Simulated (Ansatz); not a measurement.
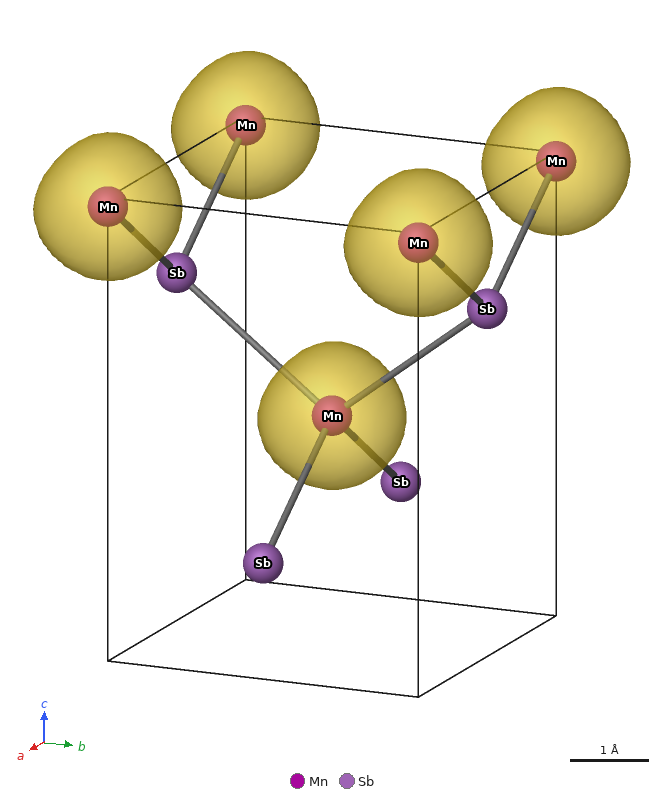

Figure. MnSb. Isosurface of the spin density at +0.2 e/Å³ (yellow), seen slightly off an axis. Sticks mark near contacts.

Space group Imm2; started from the zincblende prototype, which need not be the ambient phase; changed on purpose from its base cell (atom 1 (Mn) moved 0.12 A along z); not relaxed (largest force 0.7 eV/Å); spin-polarised.

Computed with Ansatz, DFT r2SCAN, scalar-relativistic, plane waves, PAW.

Core electrons are frozen (PAW), and the valence fields are smoothed inside the atomic spheres.

```cif
data_structure
_symmetry_space_group_name_H-M 'P 1'
_symmetry_Int_Tables_number 1
_cell_length_a 4.3845
_cell_length_b 4.3845
_cell_length_c 6.2006
_cell_angle_alpha 90.000
_cell_angle_beta 90.000
_cell_angle_gamma 90.000
_cell_volume 119.20
loop_
_atom_site_label
_atom_site_type_symbol
_atom_site_fract_x
_atom_site_fract_y
_atom_site_fract_z
_atom_site_occupancy
Mn1 Mn 0.00000 0.00000 0.98065 1
Mn2 Mn 0.50000 0.50000 0.48065 1
Sb1 Sb 0.50000 0.00000 0.75000 1
Sb2 Sb 0.00000 0.50000 0.25000 1
```

> Describe the spin distribution.

The spin density sits on Mn: +4.1 μB (×2) in one cell of 4 atoms, with smaller moments on other sites: Sb (up to −0.22 μB): parallel main moments, as they must be, since the calculation's own cell holds one magnetic site. The cell of the calculation (2 atoms) carries 4.0 μB of net spin moment.
